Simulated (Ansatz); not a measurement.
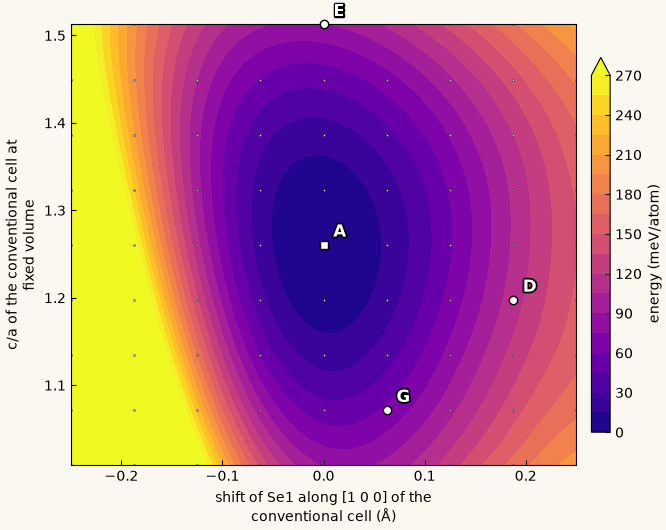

Se (P3_121, No. 152; 3 atoms in the cell). The energy is mapped over a free internal coordinate and the cell. Coordinates scanned: (1) shift of Se1 along [1 0 0] of the conventional cell, Cartesian (1 0 0), its symmetry partners moved as symmetry demands (measured in the relaxed cell); (2) c/a of the conventional cell at fixed volume. Nothing is relaxed (all other coordinates fixed). The scan uses a 9 × 9 grid. Points are written as (first, second). Energies: meV/atom, counted from the lowest grid point. The band gap closes in part of the range. All numbers below come from Ansatz, DFT PBE+D3(BJ), scalar-relativistic, plane waves, PAW. Settings: cutoff 420 eV, k-mesh 9×9×8 in the order of the run's cell vectors, gaussian smearing 0.05 eV, no spin polarisation.

Drawn: filled contours, dots at the grid points, one colour for all values above the top of the scale, lettered points. Between grid points the surface is interpolated.

Is D the lowest point of the computed grid?

No. D lies 112 meV/atom above the lowest grid point, which is at (0.000 Å, 1.260).

What kind of point is each of A, D, G: minimum, saddle, maximum or slope?

A: minimum; D: on a slope; G: on a slope. (In these two coordinates alone; a stationary point may lie a little off the grid point.)
